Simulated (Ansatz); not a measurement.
Consider MgO.

```cif
data_structure
_symmetry_space_group_name_H-M 'P 1'
_symmetry_Int_Tables_number 1
_cell_length_a 2.9424
_cell_length_b 2.9424
_cell_length_c 17.2149
_cell_angle_alpha 90.000
_cell_angle_beta 90.000
_cell_angle_gamma 120.000
_cell_volume 129.08
loop_
_atom_site_label
_atom_site_type_symbol
_atom_site_fract_x
_atom_site_fract_y
_atom_site_fract_z
_atom_site_occupancy
Mg1 Mg 0.00000 0.00000 0.31401 1
Mg2 Mg 0.66667 0.33333 0.17445 1
Mg3 Mg 0.33333 0.66667 0.45356 1
Mg4 Mg 0.00000 0.00000 0.73268 1
Mg5 Mg 0.66667 0.33333 0.59312 1
Mg6 Mg 0.33333 0.66667 0.03489 1
O1 O 0.33333 0.66667 0.24423 1
O2 O 0.00000 0.00000 0.10467 1
O3 O 0.66667 0.33333 0.38379 1
O4 O 0.33333 0.66667 0.66290 1
O5 O 0.00000 0.00000 0.52334 1
O6 O 0.66667 0.33333 0.80246 1
```

Space group P3m1; a point of a scan over the structure, not its minimum; not relaxed (largest force 1.4 eV/Å); PAW files of the earlier set (soft_1).

Method: Ansatz, DFT LDA, scalar-relativistic, plane waves, PAW.

**Predict the valence pseudo-density and electron localisation function between the atoms.**

Mg–O (2.08 Å): the density is about 0.35 e/Å³ at the midpoint; the ELF peaks at about 0.85 in the valence shell of O, 0.6 Å from its nucleus, and is about 0.35 at the midpoint.

**Does the calculation give a band gap?**

It is gapless in this calculation (a metal or semimetal).

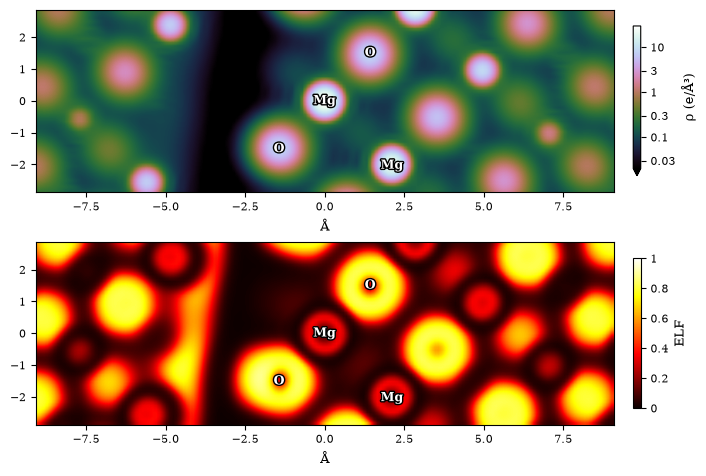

Computed valence pseudo-density and electron localisation function on the (111) plane of the conventional cell, in this order. Atoms just off the plane (Mg, 0.4 Å away and O, 0.3 Å away) can leave unmarked features too.
